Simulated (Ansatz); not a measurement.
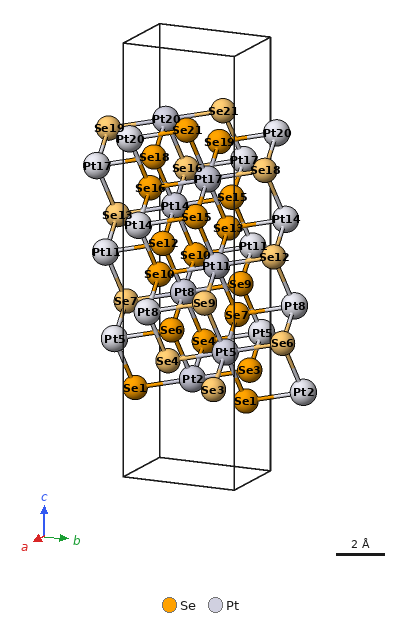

The starting structure (ball-and-stick view of the cell of the calculation, with the vacuum cut short, seen slightly off an axis; neighbours outside the cell are drawn fainter; atoms are numbered from 1 in the order of the input). An atom can appear more than once, as a periodic image. Near neighbours in the periodic cell (some may lie outside the picture): Se has 2 Pt at 2.49 Å; Pt has 4 Se at 2.49 Å; Se has 3 Pt at 2.49 Å; Pt has 6 Se at 2.49 Å.

# Run report: PtSe₂, geometry relaxation (part 1 of 3)

- system: PtSe₂ (slab, 21 atoms in the cell)
- method: DFT PBE, scalar-relativistic, plane waves, PAW, no spin polarisation (Ansatz 0.2.0)

The structure derives from an entry of the Crystallography Open Database. The input holds or restrains some coordinates. Forces given for the steps count only the free coordinates. It belongs to a series of runs on one base structure; here: clean surface, atoms relaxed. Figures and captions count atoms from 1; the log counts them from 0 in places.

### The input
```yaml
crystal:
  lattice:
    - [6.28426802, 0.0, 0.0]
    - [2.97405421, 5.53597562, 0.0]
    - [0.0, 0.0, 31.3589120921]
  atoms:
    - { symbol: Se, position: [0.66364092, 0.99697426, 0.3188886136] }
    - { symbol: Pt, position: [0.44041012, 0.44041012, 0.3328202565] }
    - { symbol: Se, position: [0.21717932, 0.88384598, 0.3467518995] }
    - { symbol: Se, position: [0.10405105, 0.43738438, 0.3746151947] }
    - { symbol: Pt, position: [0.88082024, 0.88082024, 0.3885468377] }
    - { symbol: Se, position: [0.65758944, 0.32425611, 0.4024784806] }
    - { symbol: Se, position: [0.54446117, 0.8777945, 0.4303417759] }
    - { symbol: Pt, position: [0.32123036, 0.32123036, 0.4442734188] }
    - { symbol: Se, position: [0.09799956, 0.76466623, 0.4582050618] }
    - { symbol: Se, position: [0.98487129, 0.31820462, 0.4860683571] }
    - { symbol: Pt, position: [0.76164048, 0.76164048, 0.5] }
    - { symbol: Se, position: [0.53840968, 0.20507635, 0.5139316429] }
    - { symbol: Se, position: [0.42528141, 0.75861474, 0.5417949382] }
    - { symbol: Pt, position: [0.20205061, 0.20205061, 0.5557265812] }
    - { symbol: Se, position: [0.9788198, 0.64548647, 0.5696582241] }
    - { symbol: Se, position: [0.86569153, 0.19902486, 0.5975215194] }
    - { symbol: Pt, position: [0.64246073, 0.64246073, 0.6114531623] }
    - { symbol: Se, position: [0.41922992, 0.08589659, 0.6253848053] }
    - { symbol: Se, position: [0.30610165, 0.63943498, 0.6532481005] }
    - { symbol: Pt, position: [0.08287085, 0.08287085, 0.6671797435] }
    - { symbol: Se, position: [0.85964004, 0.52630671, 0.6811113864] }
basis:
  ecutwfc: 420.0
  fft_grid_basis: typed
kpoints:
  mp_grid: { grid: [5, 5, 1] }
hamiltonian:
  xc: pbe
  pseudopotentials: { kind: paw }
scf:
  occupations: { method: gaussian, width: 0.05 }
output:
  forces: true
  eigenvalues: true
efield:
  axis: 3
  dipole_correction: true
  ramp_width: 0.04
relax:
  adjacent_minimum: "off"
  f_tol: 0.04
  max_steps: 40
  constraints: [{ sites: [0, 1, 2, 3, 4, 5, 6, 7, 8, 9] }]
```

Machine: 4 threads of Arm Neoverse V1, 24 GiB of memory available, shared host.

Launch command:
```bash
ansatz run input.yaml --threads 4 --pin off --max-ram 8847MiB --backend cpu --events-out ev --progress --plain --runs-dir out
```

### Log
```
Engine: ansatz 0.2.0, aarch64-unknown-linux-gnu
Pseudopotentials: kind: paw
Pseudopotential: Se, paw, valence charge 16, recommended cutoff 420 eV (normal), Se.paw.azcp
Pseudopotential: Pt, paw, valence charge 18, recommended cutoff 420 eV (normal), Pt.paw.azcp
Functional definition: PBE
  parameter kappa = 0.804
  parameter beta = 0.06672455060314922
  exchange = pbe_x(kappa = kappa, mu = beta*pi^2/3)
  correlation = pbe_c(beta = beta)
Crystal: 21 atoms, lattice volume = 1090.963 Å³
Basis set: ecut = 420 eV, 21409 PW (Γ), exchange–correlation on 90×90×432 points (8 copies of the dense FFT grid, shifted against one another)
Bands: 210, of which v1, the nominal top of the filled ones, is band 175 counted from 1 (174 counted from 0)
Symmetry: 1 space group operations
k-points: 13 of 25 (time reversal used)
Non-local potential: Se, projectors of the file, l = 0: 2, l = 1: 2, l = 2: 3, l = 3: 1
Non-local potential: Pt, projectors of the file, l = 0: 3, l = 1: 2, l = 2: 2, l = 3: 1
PAW form: soft (Blöchl's): semilocal exchange-correlation on the pseudo side does not see the compensation charge
PAW one-centre angular grid: Se, 590 points (default); XC on 64 Gauss nodes
PAW one-centre angular grid: Pt, 590 points (default); XC on 64 Gauss nodes
Initial density: superposition of atomic densities (neutral atoms: chi_scale 0, normalization atom), corrected by the library's trained network
Initial wavefunctions: pseudopotential atomic-orbital guess
Functional: x = pbe(κ = 0.804, μ = 0.2195149727645171), c = pbe(β = 0.06672455060314922)
SCF iter   1: F=—  HF=-164231.746359 eV  |F-HF|=—  |Δ(HF+E_count)|=         —  Δρ=2.80e-3  dr2=1.96e-1  ethr=1.77e-3  p=0.000 e·Å  D=6.67e-10 V/Å  ΔV_dip=-0.00 eV  dr2_dipole=1.09e-7  V_vac-E_F(+/−)=5.12/5.12 eV  ⟨swp⟩=7.2  Hψ=10505  notcnv=0  defer=162
efield: sawtooth ramp at fractional position 0.9800 (placed from the atoms, in the widest stretch of the axis that holds none; the zero of the levels goes with the place), width 0.0400; the density the first Hamiltonian is built on has a dipole p = 0.000 e·Å; the dipole correction subtracts the counter field D = 6.67e-10 V/Å, which shifts the + side's vacuum level by -0.00 eV against the − side's; the planar-averaged density in the ramp window peaks in size at 4.8e-6 e/Å³
preconditioner: auto → LDOS  [metal: Δε(μ)=0.037 eV  Ē_g=9.361 eV  σ=0.050 eV  W_gap=0.37  n_scr=202 (ndim 8)  ℏωp=14.0 eV  f_vac=0.576  D(μ)=9.30/eV (n_scr^D=42)  β→1.0]
SCF iter   2: F=—  HF=-164231.736694 eV  |F-HF|=—  |Δ(HF+E_count)|=   9.66e-3  Δρ=1.38e-3  dr2=3.88e-2  ethr=5.61e-5  p=0.000 e·Å  D=4.92e-6 V/Å  ΔV_dip=-0.00 eV  dr2_dipole=5.69e-7  V_vac-E_F(+/−)=5.21/5.21 eV  ⟨swp⟩=2.0  Hψ=4212  notcnv=0  defer=360
SCF iter   3: F=—  HF=-164231.731118 eV  |F-HF|=—  |Δ(HF+E_count)|=   5.58e-3  Δρ=4.64e-4  dr2=7.39e-3  ethr=1.11e-5  p=0.000 e·Å  D=2.14e-6 V/Å  ΔV_dip=-0.00 eV  dr2_dipole=1.51e-8  V_vac-E_F(+/−)=5.19/5.19 eV  ⟨swp⟩=2.0  Hψ=3447  notcnv=0  defer=360
SCF iter   4: F=—  HF=-164231.730506 eV  |F-HF|=—  |Δ(HF+E_count)|=   6.13e-4  Δρ=1.75e-4  dr2=8.35e-4  ethr=2.11e-6  p=0.000 e·Å  D=5.03e-7 V/Å  ΔV_dip=-0.00 eV  dr2_dipole=6.28e-9  V_vac-E_F(+/−)=5.20/5.20 eV  ⟨swp⟩=2.0  Hψ=3356  notcnv=0  defer=360
SCF iter   5: F=—  HF=-164231.730560 eV  |F-HF|=—  |Δ(HF+E_count)|=   5.46e-5  Δρ=7.80e-5  dr2=1.48e-4  ethr=2.39e-7  p=0.000 e·Å  D=2.25e-7 V/Å  ΔV_dip=-0.00 eV  dr2_dipole=5.70e-10  V_vac-E_F(+/−)=5.20/5.20 eV  ⟨swp⟩=2.0  Hψ=3453  notcnv=0  defer=360
SCF iter   6: F=-164231.730624 eV  HF=-164231.730605 eV  |F-HF|=1.87e-5  |Δ(HF+E_count)|=   4.49e-5  Δρ=2.70e-5  dr2=1.21e-5  ethr=1.14e-8  p=-0.000 e·Å  D=-4.42e-8 V/Å  ΔV_dip=0.00 eV  dr2_dipole=9.16e-12  V_vac-E_F(+/−)=5.20/5.20 eV  ⟨swp⟩=15.2  Hψ=14857  notcnv=0
SCF 1 converged in 6 iterations: F = -164231.730624 eV  dr2 = 1.21e-5
  greatest PAW one-centre occupation: 1.000 electrons in one spin orbital (limit 2), on the Pt atom at site 7 (counted from 0), in its partial waves of l = 0
relax step   1: F+E_penalty+E_count = -164231.73062372 eV  Δ(F+E_penalty+E_count) = +0.000e0 eV  max|allowed force component| = 9.682e-1 eV/Å  Δτ_max = 0.0000 Å  (6 SCF iters, dr2 threshold 4.00e-5 eV, accepted)
Initial density: handed on by an earlier stage of this run
Initial wavefunctions: those handed on with the density
iter 1 solved again at ethr=1.16e-4 eV; its pass at ethr=3.10e-3 eV (dr2=4.07e-1 eV) is discarded
SCF iter   1: F=—  HF=-164232.134406 eV  |F-HF|=—  |Δ(HF+E_count)|=         —  Δρ=8.31e-3  dr2=4.16e-1  ethr=1.16e-4  p=0.000 e·Å  D=8.20e-7 V/Å  ΔV_dip=-0.00 eV  dr2_dipole=5.52e-4  V_vac-E_F(+/−)=5.23/5.23 eV  ⟨swp⟩=1.2  Hψ=8532  notcnv=0  defer=284
efield: sawtooth ramp at fractional position 0.9800 (handed on by an earlier solve), width 0.0400; the density the first Hamiltonian is built on has a dipole p = 0.000 e·Å; the dipole correction subtracts the counter field D = 8.20e-7 V/Å, which shifts the + side's vacuum level by -0.00 eV against the − side's; the planar-averaged density in the ramp window peaks in size at 4.6e-6 e/Å³
preconditioner: auto → LDOS  [metal: Δε(μ)=0.026 eV  Ē_g=9.304 eV  σ=0.050 eV  W_gap=0.29  n_scr=202 (ndim 8)  ℏωp=14.0 eV  f_vac=0.575  D(μ)=8.33/eV (n_scr^D=24)  β→1.0]
SCF iter   2: F=—  HF=-164232.107161 eV  |F-HF|=—  |Δ(HF+E_count)|=   2.72e-2  Δρ=2.66e-3  dr2=1.20e-1  ethr=1.16e-4  p=-0.019 e·Å  D=-3.12e-3 V/Å  ΔV_dip=0.10 eV  dr2_dipole=7.19e-4  V_vac-E_F(+/−)=5.31/5.21 eV  ⟨swp⟩=2.4  Hψ=4682  notcnv=0  defer=284
SCF iter   3: F=—  HF=-164232.083180 eV  |F-HF|=—  |Δ(HF+E_count)|=   2.40e-2  Δρ=9.85e-4  dr2=2.39e-2  ethr=3.44e-5  p=-0.005 e·Å  D=-8.34e-4 V/Å  ΔV_dip=0.03 eV  dr2_dipole=3.22e-5  V_vac-E_F(+/−)=5.23/5.21 eV  ⟨swp⟩=2.0  Hψ=4677  notcnv=0  defer=284
SCF iter   4: F=—  HF=-164232.077686 eV  |F-HF|=—  |Δ(HF+E_count)|=   5.49e-3  Δρ=2.46e-4  dr2=9.74e-4  ethr=6.82e-6  p=-0.009 e·Å  D=-1.55e-3 V/Å  ΔV_dip=0.05 eV  dr2_dipole=3.82e-6  V_vac-E_F(+/−)=5.26/5.21 eV  ⟨swp⟩=2.0  Hψ=4675  notcnv=0  defer=350
SCF iter   5: F=—  HF=-164232.077468 eV  |F-HF|=—  |Δ(HF+E_count)|=   2.18e-4  Δρ=6.26e-5  dr2=9.28e-5  ethr=2.78e-7  p=-0.010 e·Å  D=-1.61e-3 V/Å  ΔV_dip=0.05 eV  dr2_dipole=1.23e-6  V_vac-E_F(+/−)=5.26/5.21 eV  ⟨swp⟩=3.0  Hψ=4704  notcnv=0  defer=350
SCF iter   6: F=-164232.077491 eV  HF=-164232.077490 eV  |F-HF|=1.03e-6  |Δ(HF+E_count)|=   2.21e-5  Δρ=2.39e-5  dr2=1.10e-5  ethr=1.67e-8  p=-0.010 e·Å  D=-1.66e-3 V/Å  ΔV_dip=0.05 eV  dr2_dipole=1.22e-7  V_vac-E_F(+/−)=5.26/5.21 eV  ⟨swp⟩=15.2  Hψ=12477  notcnv=0
SCF 2 converged in 6 iterations: F = -164232.077491 eV  dr2 = 1.10e-5
[... from here on the iterations of each SCF are left out, up to the last one ...]
relax step   2: F+E_penalty+E_count = -164232.07749147 eV  Δ(F+E_penalty+E_count) = -3.469e-1 eV  max|allowed force component| = 3.405e-1 eV/Å  Δτ_max = 0.1946 Å  (6 SCF iters, dr2 threshold 5.86e-5 eV, accepted)
efield: sawtooth ramp at fractional position 0.9800 (handed on by an earlier solve), width 0.0400; the density the first Hamiltonian is built on has a dipole p = -0.010 e·Å; the dipole correction subtracts the counter field D = -1.66e-3 V/Å, which shifts the + side's vacuum level by +0.05 eV against the − side's; the planar-averaged density in the ramp window peaks in size at 8.0e-6 e/Å³
preconditioner: auto → LDOS  [metal: Δε(μ)=0.030 eV  Ē_g=9.298 eV  σ=0.050 eV  W_gap=0.31  n_scr=202 (ndim 8)  ℏωp=14.0 eV  f_vac=0.572  D(μ)=9.95/eV (n_scr^D=50)  β→1.0]
SCF 3 converged in 6 iterations: F = -164232.138948 eV  dr2 = 6.99e-6
relax step   3: F+E_penalty+E_count = -164232.13894776 eV  Δ(F+E_penalty+E_count) = -6.146e-2 eV  max|allowed force component| = 1.269e-1 eV/Å  Δτ_max = 0.1689 Å  (6 SCF iters, dr2 threshold 7.25e-6 eV, accepted)
efield: sawtooth ramp at fractional position 0.9800 (handed on by an earlier solve), width 0.0400; the density the first Hamiltonian is built on has a dipole p = -0.006 e·Å; the dipole correction subtracts the counter field D = -9.44e-4 V/Å, which shifts the + side's vacuum level by +0.03 eV against the − side's; the planar-averaged density in the ramp window peaks in size at 9.5e-6 e/Å³
preconditioner: auto → LDOS  [metal: Δε(μ)=0.036 eV  Ē_g=9.307 eV  σ=0.050 eV  W_gap=0.37  n_scr=202 (ndim 8)  ℏωp=14.0 eV  f_vac=0.571  D(μ)=10.36/eV (n_scr^D=50)  β→1.0]
SCF 4 converged in 7 iterations: F = -164232.146418 eV  dr2 = 6.51e-7
relax step   4: F+E_penalty+E_count = -164232.14641786 eV  Δ(F+E_penalty+E_count) = -7.470e-3 eV  max|allowed force component| = 1.907e-1 eV/Å  Δτ_max = 0.2000 Å  (7 SCF iters, dr2 threshold 1.99e-6 eV, accepted)
efield: sawtooth ramp at fractional position 0.9800 (handed on by an earlier solve), width 0.0400; the density the first Hamiltonian is built on has a dipole p = -0.001 e·Å; the dipole correction subtracts the counter field D = -1.55e-4 V/Å, which shifts the + side's vacuum level by +0.00 eV against the − side's; the planar-averaged density in the ramp window peaks in size at 8.0e-6 e/Å³
preconditioner: auto → LDOS  [metal: Δε(μ)=0.020 eV  Ē_g=9.308 eV  σ=0.050 eV  W_gap=0.22  n_scr=202 (ndim 8)  ℏωp=14.0 eV  f_vac=0.572  D(μ)=10.33/eV (n_scr^D=50)  β→1.0]
SCF 5 converged in 6 iterations: F = -164232.154896 eV  dr2 = 1.20e-6
relax step   5: F+E_penalty+E_count = -164232.15489590 eV  Δ(F+E_penalty+E_count) = -8.478e-3 eV  max|allowed force component| = 4.538e-2 eV/Å  Δτ_max = 0.0749 Å  (6 SCF iters, dr2 threshold 5.05e-6 eV, accepted)
efield: sawtooth ramp at fractional position 0.9800 (handed on by an earlier solve), width 0.0400; the density the first Hamiltonian is built on has a dipole p = -0.003 e·Å; the dipole correction subtracts the counter field D = -5.70e-4 V/Å, which shifts the + side's vacuum level by +0.02 eV against the − side's; the planar-averaged density in the ramp window peaks in size at 8.5e-6 e/Å³
preconditioner: auto → LDOS  [metal: Δε(μ)=0.016 eV  Ē_g=9.302 eV  σ=0.050 eV  W_gap=0.18  n_scr=202 (ndim 8)  ℏωp=14.0 eV  f_vac=0.572  D(μ)=10.29/eV (n_scr^D=50)  β→1.0]
SCF 6 converged in 7 iterations: F = -164232.156401 eV  dr2 = 3.68e-8
relax step   6: F+E_penalty+E_count = -164232.15640119 eV  Δ(F+E_penalty+E_count) = -1.505e-3 eV  max|allowed force component| = 3.181e-2 eV/Å  Δτ_max = 0.0349 Å  (7 SCF iters, accepted)
SCF iter   1: F=—  HF=-164232.158463 eV  |F-HF|=—  |Δ(HF+E_count)|=         —  Δρ=1.70e-3  dr2=1.82e-2  ethr=3.20e-5  p=-0.003 e·Å  D=-5.46e-4 V/Å  ΔV_dip=0.02 eV  dr2_dipole=4.96e-3  V_vac-E_F(+/−)=5.23/5.21 eV  ⟨swp⟩=3.0  Hψ=4595  notcnv=0  defer=361
efield: sawtooth ramp at fractional position 0.9800 (handed on by an earlier solve), width 0.0400; the density the first Hamiltonian is built on has a dipole p = -0.003 e·Å; the dipole correction subtracts the counter field D = -5.46e-4 V/Å, which shifts the + side's vacuum level by +0.02 eV against the − side's; the planar-averaged density in the ramp window peaks in size at 9.4e-6 e/Å³
preconditioner: auto → LDOS  [metal: Δε(μ)=0.024 eV  Ē_g=9.309 eV  σ=0.050 eV  W_gap=0.26  n_scr=202 (ndim 8)  ℏωp=14.0 eV  f_vac=0.572  D(μ)=10.27/eV (n_scr^D=50)  β→1.0]
SCF iter   2: F=—  HF=-164232.158423 eV  |F-HF|=—  |Δ(HF+E_count)|=   3.94e-5  Δρ=3.62e-4  dr2=2.53e-3  ethr=5.21e-6  p=-0.003 e·Å  D=-5.56e-4 V/Å  ΔV_dip=0.02 eV  dr2_dipole=6.65e-6  V_vac-E_F(+/−)=5.23/5.21 eV  ⟨swp⟩=2.0  Hψ=5212  notcnv=0  defer=361
SCF iter   3: F=—  HF=-164232.158071 eV  |F-HF|=—  |Δ(HF+E_count)|=   3.53e-4  Δρ=2.22e-4  dr2=1.21e-3  ethr=7.23e-7  p=-0.002 e·Å  D=-2.87e-4 V/Å  ΔV_dip=0.01 eV  dr2_dipole=4.25e-5  V_vac-E_F(+/−)=5.22/5.21 eV  ⟨swp⟩=2.2  Hψ=4506  notcnv=0  defer=361
SCF iter   4: F=—  HF=-164232.157804 eV  |F-HF|=—  |Δ(HF+E_count)|=   2.67e-4  Δρ=9.03e-5  dr2=1.79e-4  ethr=3.44e-7  p=-0.002 e·Å  D=-3.16e-4 V/Å  ΔV_dip=0.01 eV  dr2_dipole=2.07e-5  V_vac-E_F(+/−)=5.22/5.21 eV  ⟨swp⟩=2.0  Hψ=4437  notcnv=0  defer=361
SCF iter   5: F=—  HF=-164232.157783 eV  |F-HF|=—  |Δ(HF+E_count)|=   2.06e-5  Δρ=2.61e-5  dr2=2.59e-5  ethr=5.13e-8  p=-0.002 e·Å  D=-3.35e-4 V/Å  ΔV_dip=0.01 eV  dr2_dipole=4.74e-6  V_vac-E_F(+/−)=5.22/5.21 eV  ⟨swp⟩=2.0  Hψ=4437  notcnv=0  defer=361
SCF iter   6: F=—  HF=-164232.157657 eV  |F-HF|=—  |Δ(HF+E_count)|=   1.26e-4  Δρ=9.03e-6  dr2=2.63e-6  ethr=7.41e-9  p=-0.002 e·Å  D=-3.33e-4 V/Å  ΔV_dip=0.01 eV  dr2_dipole=6.78e-7  V_vac-E_F(+/−)=5.22/5.21 eV  ⟨swp⟩=2.0  Hψ=4341  notcnv=0  defer=361
SCF iter   7: F=—  HF=-164232.157657 eV  |F-HF|=—  |Δ(HF+E_count)|=   3.84e-7  Δρ=3.28e-6  dr2=2.84e-7  ethr=7.51e-10  p=-0.002 e·Å  D=-3.32e-4 V/Å  ΔV_dip=0.01 eV  dr2_dipole=6.19e-8  V_vac-E_F(+/−)=5.22/5.21 eV  ⟨swp⟩=2.0  Hψ=4437  notcnv=0  defer=361
SCF iter   8: F=-164232.157657 eV  HF=-164232.157657 eV  |F-HF|=2.66e-8  |Δ(HF+E_count)|=   4.41e-8  Δρ=1.14e-6  dr2=3.70e-8  ethr=2.86e-11  p=-0.002 e·Å  D=-3.31e-4 V/Å  ΔV_dip=0.01 eV  dr2_dipole=5.08e-9  V_vac-E_F(+/−)=5.22/5.21 eV  ⟨swp⟩=14.1  Hψ=12175  notcnv=0
SCF 7 converged in 8 iterations: F = -164232.157657 eV  dr2 = 3.70e-8
relax step   7: F+E_penalty+E_count = -164232.15765727 eV  Δ(F+E_penalty+E_count) = -1.256e-3 eV  max|allowed force component| = 3.371e-2 eV/Å  Δτ_max = 0.0785 Å  (8 SCF iters, accepted)
```

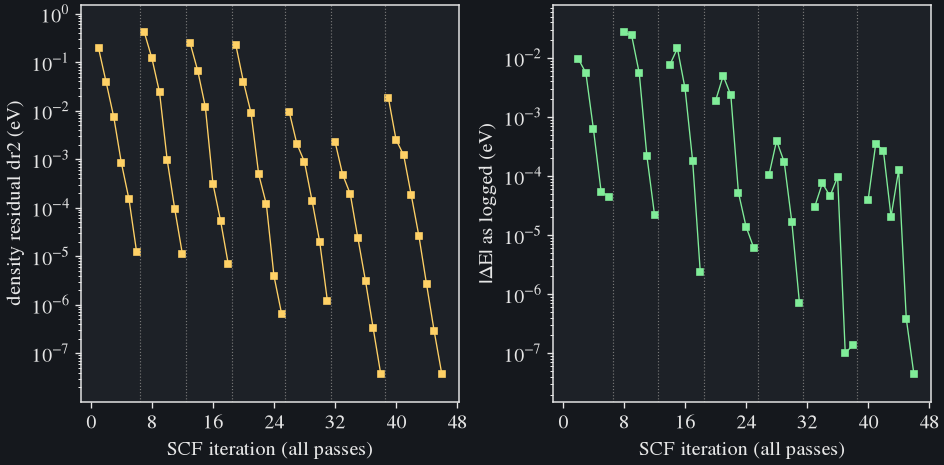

Convergence of the self-consistent field: density residual dr2 and size of the energy change against the SCF iteration. The dotted lines part the SCF passes of the relaxation: geometry steps, rejected trials and re-solves on a re-selected basis. The 7 passes take 6 to 8 iterations each, 46 in all.
